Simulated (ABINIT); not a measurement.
# Optical-spectrum calculation of BeTe (part 2 of 2)

The same run, continued: BeTe (F-43m, 2 atoms in the cell); Kohn-Sham DFT of a periodic cell, PBEsol, PseudoDojo NC SR PBEsol v0.4.1 standard, no spin polarisation (ABINIT 10.8.3); cutoff 1034.03 eV, 6×6×6 k-mesh, fixed occupations. The structure derives from an entry of the Crystallography Open Database.

Geometry of the input (Å; fractional positions):
```
0.0000  2.7700  2.7700
2.7700  0.0000  2.7700
2.7700  2.7700  0.0000
Te 0.7500  0.7500  0.7500
Be 0.0000  0.0000  0.0000
```

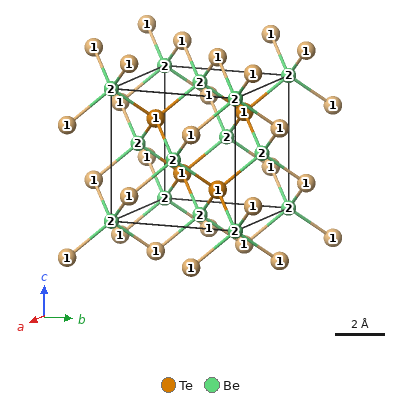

**Figure 1.** The input geometry (ball-and-stick view of the cell 4 times as large as that of the calculation, set on its symmetry axes, seen slightly off an axis; neighbours outside the cell are drawn fainter; atoms are numbered from 1 in the order of the input).

## Output, continued
```
 Cartesian components of stress tensor (hartree/bohr^3)
  sigma(1 1)= -7.17092969E-05  sigma(3 2)=  0.00000000E+00
  sigma(2 2)= -7.17092969E-05  sigma(3 1)=  0.00000000E+00
  sigma(3 3)= -7.17092969E-05  sigma(2 1)=  0.00000000E+00

--- !ResultsGS
iteration_state: {dtset: 1, }
comment   : Summary of ground state results
lattice_vectors:
- [  0.0000000,   5.2345414,   5.2345414, ]
- [  5.2345414,   0.0000000,   5.2345414, ]
- [  5.2345414,   5.2345414,   0.0000000, ]
lattice_lengths: [   7.40276,    7.40276,    7.40276, ]
lattice_angles: [ 60.000,  60.000,  60.000, ] # degrees, (23, 13, 12)
lattice_volume:   2.8685730E+02
convergence: {deltae:  5.684E-13, res2:  1.431E-13, residm:  4.736E-18, diffor: null, }
etotal    :  -1.18587677E+02
entropy   :   0.00000000E+00
fermie    :   1.59821399E-01
cartesian_stress_tensor: # hartree/bohr^3
- [ -7.17092969E-05,   0.00000000E+00,   0.00000000E+00, ]
- [  0.00000000E+00,  -7.17092969E-05,   0.00000000E+00, ]
- [  0.00000000E+00,   0.00000000E+00,  -7.17092969E-05, ]
pressure_GPa:   2.1098E+00
xred      :
- [  7.5000E-01,   7.5000E-01,   7.5000E-01, Te]
- [  0.0000E+00,   0.0000E+00,   0.0000E+00, Be]
cartesian_forces: # hartree/bohr
- [  4.11519563E-28,   4.11519563E-28,  -1.23455869E-27, ]
- [ -4.11519563E-28,  -4.11519563E-28,   1.23455869E-27, ]
force_length_stats: {min:   1.36485599E-27, max:   1.36485599E-27, mean:   1.36485599E-27, }
...

 Integrated electronic density in atomic spheres:
 ------------------------------------------------
 Atom  Sphere_radius  Integrated_density
    1        2.00000         12.01285858
    2        2.00000          3.06372274
================================================================================

 ----iterations are completed or convergence reached----

 Mean square residual over all n,k,spin=   54.644E-20; max=  47.358E-19
 reduced coordinates (array xred) for    2 atoms
       0.750000000000      0.750000000000      0.750000000000
       0.000000000000      0.000000000000      0.000000000000
 rms dE/dt=  6.0928E-27; max dE/dt=  8.6165E-27; dE/dt below (all hartree)
    1       0.000000000000      0.000000000000     -0.000000000000
    2       0.000000000000      0.000000000000      0.000000000000

 cartesian coordinates (angstrom) at end:
    1      4.15500000010718     4.15500000010718     4.15500000010718
    2      0.00000000000000     0.00000000000000     0.00000000000000

 cartesian forces (hartree/bohr) at end:
    1      0.00000000000000     0.00000000000000    -0.00000000000000
    2     -0.00000000000000    -0.00000000000000     0.00000000000000
 frms,max,avg= 7.8799997E-28 1.2345587E-27   0.000E+00  0.000E+00  0.000E+00 h/b

 cartesian forces (eV/Angstrom) at end:
    1      0.00000000000000     0.00000000000000    -0.00000000000000
    2     -0.00000000000000    -0.00000000000000     0.00000000000000
 frms,max,avg= 4.0520588E-26 6.3483560E-26   0.000E+00  0.000E+00  0.000E+00 e/A
 length scales=  7.402759396560  7.402759396560  7.402759396560 bohr
              =  3.917371567800  3.917371567800  3.917371567800 angstroms
 Fermi (or HOMO) energy (hartree) =   0.15982   Average Vxc (hartree)=  -0.36741
 Eigenvalues (hartree) for nkpt=  28  k points:
 kpt#   1, nband= 10, wtk=  0.02778, kpt= -0.0833 -0.1667  0.0000 (reduced coord)
  -3.48867   -1.17120   -1.17116   -1.17115   -1.17063   -1.17060   -0.29182    0.10215
   0.13810    0.14594
 prteigrs : prtvol=0 or 1, do not print more k-points.

--- !EnergyTerms
iteration_state     : {dtset: 1, }
comment             : Components of total free energy in Hartree
kinetic             :  6.55129218134446E+01
hartree             :  2.94342074713321E+01
xc                  : -2.67738259978395E+01
Ewald energy        : -6.44626813125315E+01
psp_core            :  2.83693053443699E+00
local_psp           : -8.54138018718023E+01
non_local_psp       : -3.97214276118652E+01
total_energy        : -1.18587676974825E+02
total_energy_eV     : -3.22693508217559E+03
band_energy         : -1.88696441530529E+01
...

 Cartesian components of stress tensor (hartree/bohr^3)
  sigma(1 1)= -7.17092969E-05  sigma(3 2)=  0.00000000E+00
  sigma(2 2)= -7.17092969E-05  sigma(3 1)=  0.00000000E+00
  sigma(3 3)= -7.17092969E-05  sigma(2 1)=  0.00000000E+00

-Cartesian components of stress tensor (GPa)         [Pressure=  2.1098E+00 GPa]
- sigma(1 1)= -2.10976035E+00  sigma(3 2)=  0.00000000E+00
- sigma(2 2)= -2.10976035E+00  sigma(3 1)=  0.00000000E+00
- sigma(3 3)= -2.10976035E+00  sigma(2 1)=  0.00000000E+00

================================================================================
== DATASET  2 ==================================================================

--- !DatasetInfo
iteration_state: {dtset: 2, }
dimensions: {natom: 2, nkpt: 28, mband: 22, nsppol: 1, nspinor: 1, nspden: 1, mpw: 3226, }
cutoff_energies: {ecut:  38.0, pawecutdg:  -1.0, }
electrons: {nelect:   2.00000000E+01, charge:   0.00000000E+00, occopt:   1.00000000E+00, tsmear:   1.00000000E-02, }
meta: {optdriver: 0, ionmov: 0, optcell: 0, iscf: -2, paral_kgb: 0, }
...

 mkfilename : getden/=0, take file _DEN from output of DATASET   1.

 Real(R)+Recip(G) space primitive vectors, cartesian coordinates (Bohr,Bohr^-1):
 R(1)=  0.0000000  5.2345414  5.2345414  G(1)= -0.0955194  0.0955194  0.0955194
 R(2)=  5.2345414  0.0000000  5.2345414  G(2)=  0.0955194 -0.0955194  0.0955194
 R(3)=  5.2345414  5.2345414  0.0000000  G(3)=  0.0955194  0.0955194 -0.0955194
 Unit cell volume ucvol=  2.8685730E+02 bohr^3
 Angles (23,13,12)=  6.00000000E+01  6.00000000E+01  6.00000000E+01 degrees

 getcut: wavevector=  0.0000  0.0000  0.0000  ngfft=  45  45  45
         ecut(hartree)=     38.000   => boxcut(ratio)=   2.14191
--------------------------------------------------------------------------------

================================================================================
 Non-SCF case, kpt    1 ( -0.08333 -0.16667  0.00000), residuals and eigenvalues=
  2.52E-13  1.16E-13  8.90E-14  8.76E-13  9.59E-13  1.06E-13  1.51E-13  5.97E-13
  8.97E-13  3.47E-13  5.38E-13  4.35E-13  4.85E-13  7.98E-13  3.05E-13  7.29E-13
  5.99E-13  2.38E-13  5.58E-13  3.00E-12  1.06E-09  1.51E-04
 -3.4887E+00 -1.1712E+00 -1.1712E+00 -1.1712E+00 -1.1706E+00 -1.1706E+00
 -2.9182E-01  1.0215E-01  1.3810E-01  1.4594E-01  2.8977E-01  3.1993E-01
  3.3422E-01  3.7145E-01  4.6967E-01  5.0900E-01  5.4036E-01  5.8888E-01
  6.3630E-01  6.7816E-01  7.9783E-01  9.6049E-01
 prteigrs : prtvol=0 or 1, do not print more k-points.

--- !ResultsGS
iteration_state: {dtset: 2, }
comment   : Summary of ground state results
lattice_vectors:
- [  0.0000000,   5.2345414,   5.2345414, ]
- [  5.2345414,   0.0000000,   5.2345414, ]
- [  5.2345414,   5.2345414,   0.0000000, ]
lattice_lengths: [   7.40276,    7.40276,    7.40276, ]
lattice_angles: [ 60.000,  60.000,  60.000, ] # degrees, (23, 13, 12)
lattice_volume:   2.8685730E+02
convergence: {deltae:  0.000E+00, res2:  0.000E+00, residm:  1.000E-12, diffor:  0.000E+00, }
etotal    :  -1.18587677E+02
entropy   :   0.00000000E+00
fermie    :   1.59821399E-01
cartesian_stress_tensor: null
pressure_GPa: null
xred      :
- [  7.5000E-01,   7.5000E-01,   7.5000E-01, Te]
- [  0.0000E+00,   0.0000E+00,   0.0000E+00, Be]
cartesian_forces: null
force_length_stats: {min: null, max: null, mean: null, }
...

 Integrated electronic density in atomic spheres:
 ------------------------------------------------
 Atom  Sphere_radius  Integrated_density
    1        2.00000         12.01285858
    2        2.00000          3.06372274
================================================================================

 ----iterations are completed or convergence reached----

 Mean square residual over all n,k,spin=   43.427E-14; max=  99.999E-14
 reduced coordinates (array xred) for    2 atoms
       0.750000000000      0.750000000000      0.750000000000
       0.000000000000      0.000000000000      0.000000000000

 cartesian coordinates (angstrom) at end:
    1      4.15500000010718     4.15500000010718     4.15500000010718
    2      0.00000000000000     0.00000000000000     0.00000000000000
 length scales=  7.402759396560  7.402759396560  7.402759396560 bohr
              =  3.917371567800  3.917371567800  3.917371567800 angstroms
 Eigenvalues (hartree) for nkpt=  28  k points:
 kpt#   1, nband= 22, wtk=  0.02778, kpt= -0.0833 -0.1667  0.0000 (reduced coord)
  -3.48867   -1.17120   -1.17116   -1.17115   -1.17063   -1.17060   -0.29182    0.10215
   0.13810    0.14594    0.28977    0.31993    0.33422    0.37145    0.46967    0.50900
   0.54036    0.58888    0.63630    0.67816    0.79783    0.96049
 prteigrs : prtvol=0 or 1, do not print more k-points.

================================================================================
== DATASET  3 ==================================================================

--- !DatasetInfo
iteration_state: {dtset: 3, }
dimensions: {natom: 2, nkpt: 28, mband: 18, nsppol: 1, nspinor: 1, nspden: 1, mpw: 3226, }
cutoff_energies: {ecut:  38.0, pawecutdg:  -1.0, }
electrons: {nelect:   2.00000000E+01, charge:   0.00000000E+00, occopt:   1.00000000E+00, tsmear:   1.00000000E-02, }
meta: {optdriver: 8, wfk_task: 7, }
...

 mkfilename : getwfk/=0, take file _WFK from output of DATASET   2.

--------------------------------------------------------------------------------

 Computation of velocity matrix elements (DDK)

 Parameters extracted from the Abinit header:
    ecut:     38.0
    nkpt:    864
    mband:   22
    nsppol:  1
    nspinor: 1
    useylm:  0
    inclvkb: 2
    bmin: 1, bmax: 22
    Computing diagonal and off-diagonal matrix elements
    Between band index bmin: 1, bmax: 22

== END DATASET(S) ==============================================================
================================================================================

 -outvars: echo values of variables after computation  --------
            acell      7.4027593966E+00  7.4027593966E+00  7.4027593966E+00 Bohr
           etotal1    -1.1858767697E+02
           etotal3     0.0000000000E+00
            fcart1     4.1151956336E-28  4.1151956336E-28 -1.2345586901E-27
                      -4.1151956336E-28 -4.1151956336E-28  1.2345586901E-27
            fcart3     0.0000000000E+00  0.0000000000E+00  0.0000000000E+00
                       0.0000000000E+00  0.0000000000E+00  0.0000000000E+00
            rprim      0.0000000000E+00  7.0710678120E-01  7.0710678120E-01
                       7.0710678120E-01  0.0000000000E+00  7.0710678120E-01
                       7.0710678120E-01  7.0710678120E-01  0.0000000000E+00
           strten1    -7.1709296854E-05 -7.1709296854E-05 -7.1709296854E-05
                       0.0000000000E+00  0.0000000000E+00  0.0000000000E+00
           strten3     0.0000000000E+00  0.0000000000E+00  0.0000000000E+00
                       0.0000000000E+00  0.0000000000E+00  0.0000000000E+00
           xangst      4.1550000001E+00  4.1550000001E+00  4.1550000001E+00
                       0.0000000000E+00  0.0000000000E+00  0.0000000000E+00
             xred      7.5000000000E-01  7.5000000000E-01  7.5000000000E-01
                       0.0000000000E+00  0.0000000000E+00  0.0000000000E+00
 Calculation completed.
```

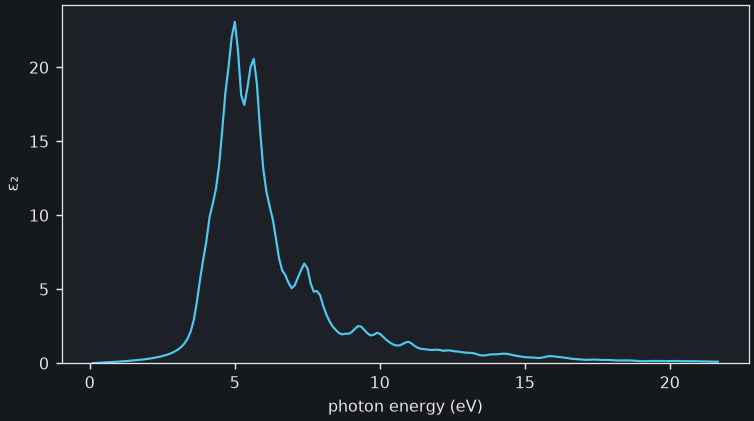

**Figure 2.** Imaginary part of the dielectric function (first component that the program prints). The highest peak, 23.1, lies at 5.01 eV.

## Summary

```json
{"quantity": "outcome", "value": "converged"}
{"quantity": "space group (tolerance 0.01 Å)", "value": "F-43m (216)"}
{"quantity": "electrons treated", "value": "20"}
{"quantity": "free energy", "value": "−3226.9351 eV"}
{"quantity": "Fermi energy", "value": "4.349 eV"}
{"quantity": "pressure", "value": "2.11 GPa"}
{"quantity": "largest force (length of the vector)", "value": "under 0.001 eV/Å"}
{"quantity": "wall time", "value": "2.1 min"}
{"quantity": "peak memory", "value": "1.1 GiB"}
```

## Notes

Points of doubt noted for this run: cutoff too low for stress.
